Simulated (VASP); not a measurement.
**WSe2: geometry relaxation (part 1 of 5)**

System: WSe2 (slab, 9 atoms in the cell).
Method: Kohn-Sham DFT of a periodic cell, PBE with D3(BJ), VASP PAW PBE potentials, recommended, no spin polarisation (VASP 6.6.1).

The structure derives from an entry of the Crystallography Open Database.

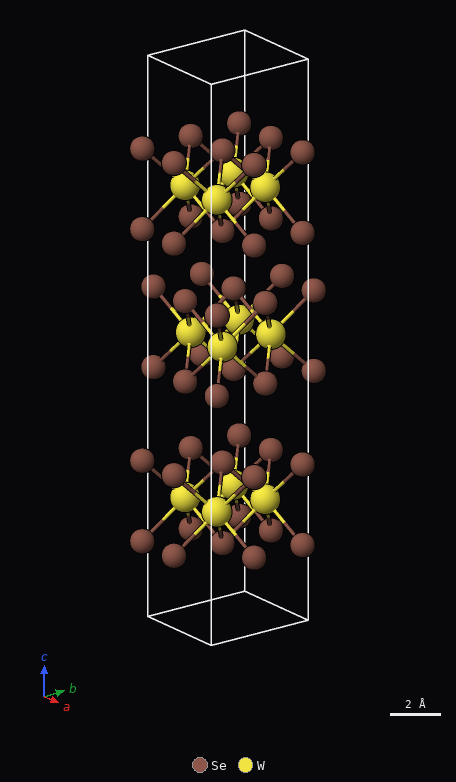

Fig. 1: The starting structure (ball-and-stick view of the 2 × 2 repeat of the cell, with the vacuum cut short, seen slightly off an axis; bonded neighbours outside the cell are drawn too). An atom can appear more than once, as a periodic image.

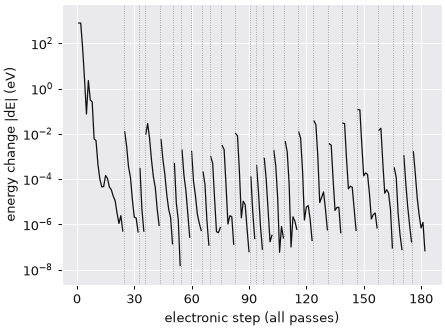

Fig. 2: Convergence of the self-consistent field: energy change |dE| against the electronic step. Each stretch between dotted lines is the SCF of one geometry step of a relaxation. The 26 ionic steps take 3 to 24 electronic steps each. The density is held fixed in the first few steps, and dE rises again when its update begins.

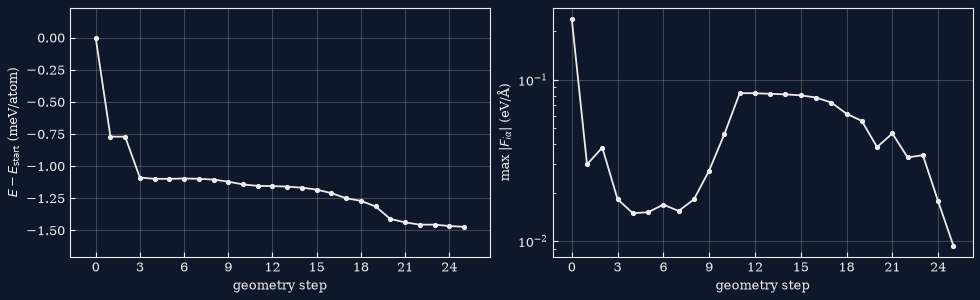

Fig. 3: Progress of the relaxation, step by step (steps are counted from 0).

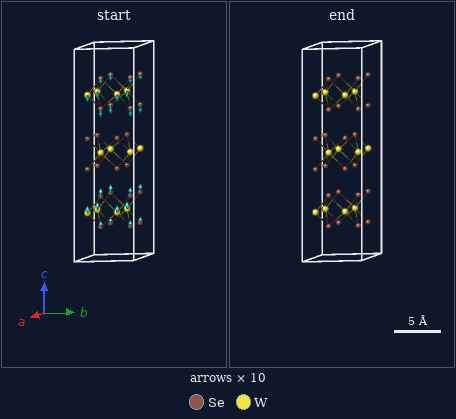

Fig. 4: Before (left) and after (right) the relaxation, at one scale (ball-and-stick view of the 2 × 2 repeat of the cell, with the vacuum cut short, seen slightly off an axis). The teal arrows give the displacements (without the part carried along by the change of the cell), magnified 10 times. The largest moves relative to the cell, 0.100 Å, are those of Se2 and Se5. Largest moves by element: Se 0.100 Å, W 0.086 Å. In the plane the drawn cell goes a 6.580 → 6.565 Å (−0.2 %), b 6.580 → 6.565 Å (−0.2 %). Distances before and after: Se1–W7 2.531 → 2.538 Å. The energy falls by 1.5 meV per atom in 25 geometry steps. The largest force component goes from 0.24 to 0.0094 eV/Å. (Atoms are counted from 1 in the order of the input.)

The input and output of the run follow.

INCAR:
```
ALGO     = Normal         # electronic algorithm
EDIFF    = 1E-6           # SCF threshold, eV
EDIFFG   = -0.01          # ionic threshold
ENCUT    = 600            # plane-wave cutoff, eV
GGA      = PE             # functional
IBRION   = 2              # ionic algorithm
ISIF     = 3              # what is computed and relaxed
ISMEAR   = 0              # smearing method
IVDW     = 12             # dispersion correction
KPAR     = 4            
LASPH    = T              # aspherical terms in the spheres
LATTICE_CONSTRAINTS= .TRUE. .TRUE. .FALSE.
LCHARG   = F              # write CHGCAR
LREAL    = F              # projectors in reciprocal space
LWAVE    = F              # write WAVECAR
NELM     = 80             # most SCF steps
NSW      = 90             # ionic steps
PREC     = Accurate       # precision mode
SIGMA    = 0.03           # smearing width, eV
```

KPOINTS:
```
k-points
0
Gamma
  12 12 1
```

POSCAR:
```
WSe2
1.0
    3.2900000000      0.0000000000      0.0000000000
   -1.6450000000      2.8492235800      0.0000000000
    0.0000000000      0.0000000000     34.3162600000
Se W
6 3
Direct
    0.3333333300      0.6666666700      0.2622663400
    0.3333333300      0.6666666700      0.3597787200
    0.6666666700      0.3333333300      0.4512438100
    0.6666666700      0.3333333300      0.5487561900
    0.3333333300      0.6666666700      0.6402212800
    0.3333333300      0.6666666700      0.7377336600
    0.6666666700      0.3333333300      0.3110225300
    0.3333333300      0.6666666700      0.5000000000
    0.6666666700      0.3333333300      0.6889774700
```

Run as:
```bash
cat potpaw_PBE.64/Se/POTCAR potpaw_PBE.64/W_sv/POTCAR > POTCAR
mpirun -np 4 vasp_std > vasp.out
```

OSZICAR:
```
N       E                     dE             d eps       ncg     rms          rms(c)
DAV:   1     0.795836215286E+03    0.79584E+03   -0.43858E+04  2092   0.167E+03
DAV:   2    -0.304480385881E+01   -0.79888E+03   -0.77868E+03  2140   0.393E+02
DAV:   3    -0.649750550756E+02   -0.61930E+02   -0.61016E+02  2120   0.996E+01
DAV:   4    -0.675496892670E+02   -0.25746E+01   -0.25616E+01  2304   0.199E+01
DAV:   5    -0.676256444676E+02   -0.75955E-01   -0.75850E-01  2436   0.334E+00    0.365E+01
DAV:   6    -0.653186359774E+02    0.23070E+01   -0.15770E+01  2176   0.183E+01    0.134E+01
DAV:   7    -0.650018372006E+02    0.31680E+00   -0.67513E+00  2028   0.920E+00    0.641E+00
DAV:   8    -0.647400916662E+02    0.26175E+00   -0.10852E+00  2196   0.494E+00    0.137E+00
DAV:   9    -0.647461805978E+02   -0.60889E-02   -0.16964E-01  2410   0.153E+00    0.981E-01
DAV:  10    -0.647410888142E+02    0.50918E-02   -0.45258E-02  2206   0.107E+00    0.213E-01
DAV:  11    -0.647406250864E+02    0.46373E-03   -0.39092E-03  2372   0.315E-01    0.972E-02
DAV:  12    -0.647405222526E+02    0.10283E-03   -0.35749E-04  2272   0.771E-02    0.784E-02
DAV:  13    -0.647404762297E+02    0.46023E-04   -0.21987E-04  2234   0.465E-02    0.143E-02
DAV:  14    -0.647405237454E+02   -0.47516E-04   -0.38584E-05  2168   0.261E-02    0.168E-02
DAV:  15    -0.647406705569E+02   -0.14681E-03   -0.44063E-05  1946   0.198E-02    0.205E-02
DAV:  16    -0.647407775570E+02   -0.10700E-03   -0.28922E-05  2272   0.241E-02    0.600E-03
DAV:  17    -0.647408223507E+02   -0.44794E-04   -0.36565E-06  1820   0.806E-03    0.438E-03
DAV:  18    -0.647408567060E+02   -0.34355E-04   -0.99215E-07  1480   0.392E-03    0.487E-03
DAV:  19    -0.647408745612E+02   -0.17855E-04   -0.90526E-07  1468   0.341E-03    0.163E-03
DAV:  20    -0.647408857202E+02   -0.11159E-04   -0.58329E-07  1384   0.220E-03    0.787E-04
DAV:  21    -0.647408888925E+02   -0.31723E-05   -0.23190E-07  1354   0.127E-03    0.897E-04
DAV:  22    -0.647408900024E+02   -0.11099E-05   -0.25357E-08  1280   0.539E-04    0.516E-04
DAV:  23    -0.647408924622E+02   -0.24598E-05   -0.11758E-07  1322   0.875E-04    0.351E-04
DAV:  24    -0.647408929738E+02   -0.51160E-06   -0.10151E-08  1264   0.349E-04
   1 F= -.68528741E+02 E0= -.68528741E+02  d E =-.685287E+02
       N       E                     dE             d eps       ncg     rms          rms(c)
DAV:   1    -0.647535127889E+02   -0.12620E-01   -0.68632E-01  1748   0.356E+00    0.941E-01
DAV:   2    -0.647564783181E+02   -0.29655E-02   -0.43824E-02  2018   0.788E-01    0.338E-01
DAV:   3    -0.647561276876E+02    0.35063E-03   -0.33861E-03  2206   0.240E-01    0.174E-01
DAV:   4    -0.647560046123E+02    0.12308E-03   -0.11825E-03  2122   0.169E-01    0.257E-02
DAV:   5    -0.647559916676E+02    0.12945E-04   -0.77003E-05  2302   0.433E-02    0.113E-02
DAV:   6    -0.647559895726E+02    0.20950E-05   -0.10609E-05  2028   0.154E-02    0.500E-03
DAV:   7    -0.647559876365E+02    0.19361E-05   -0.12365E-06  1340   0.586E-03    0.330E-03
DAV:   8    -0.647559871675E+02    0.46904E-06   -0.36020E-07  1252   0.338E-03
   2 F= -.68535667E+02 E0= -.68535667E+02  d E =-.692629E-02
       N       E                     dE             d eps       ncg     rms          rms(c)
DAV:   1    -0.647556911959E+02    0.29644E-03   -0.94753E-04  1820   0.132E-01    0.353E-02
DAV:   2    -0.647556959164E+02   -0.47205E-05   -0.59511E-05  2016   0.291E-02    0.125E-02
DAV:   3    -0.647556964240E+02   -0.50759E-06   -0.42596E-06  1784   0.870E-03
   3 F= -.68535679E+02 E0= -.68535679E+02  d E =-.693822E-02
       N       E                     dE             d eps       ncg     rms          rms(c)
DAV:   1    -0.647653449373E+02   -0.96490E-02   -0.11559E+00  1894   0.705E+00    0.172E+00
DAV:   2    -0.647365243058E+02    0.28821E-01   -0.11330E-01  1916   0.206E+00    0.455E-01
DAV:   3    -0.647299891611E+02    0.65351E-02   -0.17166E-02  2064   0.580E-01    0.261E-01
DAV:   4    -0.647292573800E+02    0.73178E-03   -0.33763E-03  1976   0.284E-01    0.225E-01
DAV:   5    -0.647291284729E+02    0.12891E-03   -0.84513E-04  2244   0.141E-01    0.111E-01
DAV:   6    -0.647290857362E+02    0.42737E-04   -0.40454E-04  2220   0.819E-02    0.239E-02
DAV:   7    -0.647290809615E+02    0.47747E-05   -0.54170E-05  2162   0.381E-02    0.788E-03
DAV:   8    -0.647290800501E+02    0.91140E-06   -0.62511E-06  2066   0.113E-02
   4 F= -.68538539E+02 E0= -.68538539E+02  d E =-.285919E-02
       N       E                     dE             d eps       ncg     rms          rms(c)
DAV:   1    -0.647347605554E+02   -0.56796E-02   -0.28831E-02  1920   0.112E+00    0.273E-01
DAV:   2    -0.647340354589E+02    0.72510E-03   -0.29148E-03  1938   0.330E-01    0.724E-02
DAV:   3    -0.647338697281E+02    0.16573E-03   -0.45820E-04  2102   0.929E-02    0.404E-02
DAV:   4    -0.647338487629E+02    0.20965E-04   -0.91006E-05  1958   0.468E-02    0.356E-02
DAV:   5    -0.647338440527E+02    0.47101E-05   -0.21693E-05  2226   0.223E-02    0.180E-02
DAV:   6    -0.647338419729E+02    0.20798E-05   -0.11362E-05  2010   0.136E-02    0.399E-03
DAV:   7    -0.647338421137E+02   -0.14073E-06   -0.13612E-06  1188   0.662E-03
   5 F= -.68538628E+02 E0= -.68538628E+02  d E =-.294861E-02
       N       E                     dE             d eps       ncg     rms          rms(c)
DAV:   1    -0.647333547552E+02    0.48722E-03   -0.33369E-04  1914   0.120E-01    0.301E-02
DAV:   2    -0.647333458780E+02    0.88772E-05   -0.35088E-05  1946   0.363E-02    0.790E-03
DAV:   3    -0.647333441876E+02    0.16904E-05   -0.51136E-06  1666   0.100E-02    0.438E-03
DAV:   4    -0.647333441724E+02    0.15239E-07   -0.90632E-07   994   0.516E-03
   6 F= -.68538628E+02 E0= -.68538628E+02  d E =-.294904E-02
       N       E                     dE             d eps       ncg     rms          rms(c)
DAV:   1    -0.647314142589E+02    0.19299E-02   -0.57023E-03  1926   0.497E-01    0.120E-01
DAV:   2    -0.647312690849E+02    0.14517E-03   -0.55796E-04  1934   0.145E-01    0.319E-02
DAV:   3    -0.647312371322E+02    0.31953E-04   -0.84730E-05  2084   0.409E-02    0.187E-02
DAV:   4    -0.647312341371E+02    0.29950E-05   -0.16677E-05  1990   0.199E-02    0.160E-02
DAV:   5    -0.647312344117E+02   -0.27459E-06   -0.41589E-06  1770   0.102E-02
   7 F= -.68538604E+02 E0= -.68538604E+02  d E =-.292509E-02
       N       E                     dE             d eps       ncg     rms          rms(c)
DAV:   1    -0.647329363854E+02   -0.17022E-02   -0.32806E-03  1920   0.376E-01    0.906E-02
DAV:   2    -0.647328572466E+02    0.79139E-04   -0.32609E-04  1950   0.110E-01    0.243E-02
DAV:   3    -0.647328383360E+02    0.18911E-04   -0.51354E-05  2090   0.308E-02    0.136E-02
DAV:   4    -0.647328354830E+02    0.28529E-05   -0.10421E-05  1856   0.160E-02    0.121E-02
DAV:   5    -0.647328343398E+02    0.11432E-05   -0.23499E-06  1244   0.820E-03    0.608E-03
DAV:   6    -0.647328337963E+02    0.54348E-06   -0.87543E-07  1026   0.520E-03
   8 F= -.68538626E+02 E0= -.68538626E+02  d E =-.294710E-02
       N       E                     dE             d eps       ncg     rms          rms(c)
DAV:   1    -0.647326254384E+02    0.20890E-03   -0.44408E-03  1824   0.553E-01    0.236E-02
DAV:   2    -0.647326821218E+02   -0.56683E-04   -0.67338E-04  1772   0.124E-01    0.124E-02
DAV:   3    -0.647326806053E+02    0.15164E-05   -0.22174E-05  1848   0.297E-02    0.602E-03
DAV:   4    -0.647326804827E+02    0.12263E-06   -0.49801E-06  1718   0.890E-03
   9 F= -.68538681E+02 E0= -.68538681E+02  d E =-.542710E-04
       N       E                     dE             d eps       ncg     rms          rms(c)
DAV:   1    -0.647317019704E+02    0.97863E-03   -0.40131E-02  1806   0.166E+00    0.706E-02
DAV:   2    -0.647322162581E+02   -0.51429E-03   -0.60672E-03  1766   0.372E-01    0.378E-02
DAV:   3    -0.647322021548E+02    0.14103E-04   -0.19681E-04  1886   0.886E-02    0.186E-02
DAV:   4    -0.647322016709E+02    0.48386E-06   -0.44583E-05  2160   0.265E-02    0.100E-02
DAV:   5    -0.647322021005E+02   -0.42960E-06   -0.12433E-05  2032   0.192E-02    0.594E-03
DAV:   6    -0.647322013734E+02    0.72708E-06   -0.34197E-06  1574   0.120E-02
  10 F= -.68538825E+02 E0= -.68538825E+02  d E =-.198410E-03
       N       E                     dE             d eps       ncg     rms          rms(c)
DAV:   1    -0.647291541838E+02    0.30479E-02   -0.15976E-01  1800   0.332E+00    0.141E-01
DAV:   2    -0.647312014768E+02   -0.20473E-02   -0.24322E-02  1748   0.746E-01    0.752E-02
DAV:   3    -0.647311485595E+02    0.52917E-04   -0.82844E-04  1840   0.179E-01    0.361E-02
DAV:   4    -0.647311475159E+02    0.10436E-05   -0.18934E-04  2176   0.539E-02    0.198E-02
DAV:   5    -0.647311499429E+02   -0.24271E-05   -0.51840E-05  2112   0.391E-02    0.121E-02
DAV:   6    -0.647311477101E+02    0.22328E-05   -0.13639E-05  1980   0.238E-02    0.338E-03
DAV:   7    -0.647311478447E+02   -0.13458E-06   -0.28445E-06  1650   0.751E-03
  11 F= -.68539020E+02 E0= -.68539020E+02  d E =-.393597E-03
       N       E                     dE             d eps       ncg     rms          rms(c)
DAV:   1    -0.647206959771E+02    0.10452E-01   -0.63888E-01  1792   0.664E+00    0.281E-01
DAV:   2    -0.647289624577E+02   -0.82665E-02   -0.98113E-02  1748   0.150E+00    0.150E-01
DAV:   3    -0.647287430932E+02    0.21936E-03   -0.33702E-03  1852   0.360E-01    0.725E-02
DAV:   4    -0.647287411409E+02    0.19523E-05   -0.75474E-04  2170   0.107E-01    0.398E-02
DAV:   5    -0.647287517615E+02   -0.10621E-04   -0.20422E-04  2164   0.774E-02    0.242E-02
DAV:   6    -0.647287442270E+02    0.75344E-05   -0.56309E-05  2128   0.479E-02    0.669E-03
DAV:   7    -0.647287448769E+02   -0.64990E-06   -0.11712E-05  2020   0.147E-02    0.721E-03
DAV:   8    -0.647287448138E+02    0.63150E-07   -0.65415E-07  1156   0.335E-03
  12 F= -.68539123E+02 E0= -.68539123E+02  d E =-.496859E-03
       N       E                     dE             d eps       ncg     rms          rms(c)
DAV:   1    -0.647286192215E+02    0.12566E-03   -0.23659E-04  1834   0.129E-01    0.716E-03
DAV:   2    -0.647286225412E+02   -0.33197E-05   -0.41577E-05  1954   0.306E-02    0.402E-03
DAV:   3    -0.647286223017E+02    0.23953E-06   -0.23195E-06  1414   0.981E-03
  13 F= -.68539136E+02 E0= -.68539136E+02  d E =-.122236E-04
       N       E                     dE             d eps       ncg     rms          rms(c)
DAV:   1    -0.647282314659E+02    0.39108E-03   -0.19973E-03  1818   0.379E-01    0.184E-02
DAV:   2    -0.647282562950E+02   -0.24829E-04   -0.31292E-04  1778   0.866E-02    0.894E-03
DAV:   3    -0.647282554362E+02    0.85878E-06   -0.11790E-05  1820   0.217E-02    0.423E-03
DAV:   4    -0.647282555173E+02   -0.81040E-07   -0.26128E-06  1568   0.653E-03
  14 F= -.68539173E+02 E0= -.68539173E+02  d E =-.496948E-04
       N       E                     dE             d eps       ncg     rms          rms(c)
DAV:   1    -0.647274222176E+02    0.83322E-03   -0.81221E-03  1800   0.761E-01    0.363E-02
DAV:   2    -0.647275236563E+02   -0.10144E-03   -0.12580E-03  1772   0.173E-01    0.177E-02
DAV:   3    -0.647275194077E+02    0.42487E-05   -0.43207E-05  1884   0.429E-02    0.855E-03
DAV:   4    -0.647275195791E+02   -0.17145E-06   -0.10894E-05  1924   0.129E-02    0.458E-03
DAV:   5    -0.647275199115E+02   -0.33234E-06   -0.30965E-06  1664   0.102E-02
  15 F= -.68539246E+02 E0= -.68539246E+02  d E =-.122818E-03
       N       E                     dE             d eps       ncg     rms          rms(c)
DAV:   1    -0.647256548691E+02    0.18647E-02   -0.32185E-02  1800   0.152E+00    0.731E-02
DAV:   2    -0.647260536255E+02   -0.39876E-03   -0.49916E-03  1748   0.345E-01    0.357E-02
DAV:   3    -0.647260387791E+02    0.14846E-04   -0.17715E-04  1856   0.855E-02    0.165E-02
DAV:   4    -0.647260388381E+02   -0.58999E-07   -0.42699E-05  2154   0.260E-02    0.877E-03
DAV:   5    -0.647260396643E+02   -0.82617E-06   -0.13460E-05  2022   0.207E-02    0.599E-03
DAV:   6    -0.647260394099E+02    0.25439E-06   -0.25965E-06  1516   0.104E-02
  16 F= -.68539384E+02 E0= -.68539384E+02  d E =-.260776E-03
       N       E                     dE             d eps       ncg     rms          rms(c)
DAV:   1    -0.647215009704E+02    0.45387E-02   -0.12892E-01  1800   0.304E+00    0.147E-01
DAV:   2    -0.647231033959E+02   -0.16024E-02   -0.20059E-02  1754   0.691E-01    0.709E-02
DAV:   3    -0.647230420638E+02    0.61332E-04   -0.72981E-04  1860   0.173E-01    0.325E-02
DAV:   4    -0.647230419635E+02    0.10032E-06   -0.16799E-04  2146   0.513E-02    0.171E-02
DAV:   5    -0.647230441588E+02   -0.21953E-05   -0.50777E-05  2138   0.402E-02    0.115E-02
DAV:   6    -0.647230427499E+02    0.14089E-05   -0.10478E-05  1954   0.203E-02    0.619E-03
DAV:   7    -0.647230433589E+02   -0.60906E-06   -0.26862E-06  1616   0.788E-03
  17 F= -.68539628E+02 E0= -.68539628E+02  d E =-.504869E-03
       N       E                     dE             d eps       ncg     rms          rms(c)
DAV:   1    -0.647107391281E+02    0.12304E-01   -0.51625E-01  1800   0.607E+00    0.296E-01
DAV:   2    -0.647171577693E+02   -0.64186E-02   -0.80238E-02  1754   0.138E+00    0.141E-01
DAV:   3    -0.647169054215E+02    0.25235E-03   -0.28949E-03  1858   0.345E-01    0.652E-02
DAV:   4    -0.647169069944E+02   -0.15730E-05   -0.72228E-04  2146   0.104E-01    0.341E-02
DAV:   5    -0.647169128456E+02   -0.58511E-05   -0.21931E-04  2156   0.835E-02    0.230E-02
DAV:   6    -0.647169059809E+02    0.68647E-05   -0.41736E-05  2136   0.402E-02    0.126E-02
DAV:   7    -0.647169076445E+02   -0.16636E-05   -0.11160E-05  2008   0.153E-02    0.899E-03
DAV:   8    -0.647169078411E+02   -0.19658E-06   -0.68859E-07  1164   0.423E-03
  18 F= -.68539988E+02 E0= -.68539988E+02  d E =-.864964E-03
       N       E                     dE             d eps       ncg     rms          rms(c)
DAV:   1    -0.646793890024E+02    0.37519E-01   -0.20649E+00  1800   0.121E+01    0.598E-01
DAV:   2    -0.647050682587E+02   -0.25679E-01   -0.32018E-01  1754   0.276E+00    0.281E-01
DAV:   3    -0.647040391591E+02    0.10291E-02   -0.11467E-02  1906   0.685E-01    0.130E-01
DAV:   4    -0.647040485038E+02   -0.93448E-05   -0.28491E-03  2130   0.205E-01    0.674E-02
DAV:   5    -0.647040642500E+02   -0.15746E-04   -0.82940E-04  2172   0.163E-01    0.457E-02
DAV:   6    -0.647040368247E+02    0.27425E-04   -0.16013E-04  2210   0.787E-02    0.251E-02
DAV:   7    -0.647040415527E+02   -0.47280E-05   -0.41458E-05  2146   0.301E-02    0.174E-02
DAV:   8    -0.647040421354E+02   -0.58270E-06   -0.31883E-06  1784   0.728E-03
  19 F= -.68540169E+02 E0= -.68540169E+02  d E =-.104542E-02
       N       E                     dE             d eps       ncg     rms          rms(c)
DAV:   1    -0.647003686796E+02    0.36729E-02   -0.25154E-01  1800   0.422E+00    0.177E-01
DAV:   2    -0.647035786513E+02   -0.32100E-02   -0.39157E-02  1766   0.958E-01    0.902E-02
DAV:   3    -0.647034803552E+02    0.98296E-04   -0.12910E-03  1838   0.228E-01    0.448E-02
DAV:   4    -0.647034761655E+02    0.41897E-05   -0.30665E-04  2112   0.677E-02    0.255E-02
DAV:   5    -0.647034818438E+02   -0.56783E-05   -0.87750E-05  2166   0.513E-02    0.173E-02
DAV:   6    -0.647034760979E+02    0.57459E-05   -0.24729E-05  1994   0.322E-02    0.771E-03
DAV:   7    -0.647034765286E+02   -0.43066E-06   -0.82254E-06  1906   0.120E-02
  20 F= -.68540563E+02 E0= -.68540563E+02  d E =-.394382E-03
```
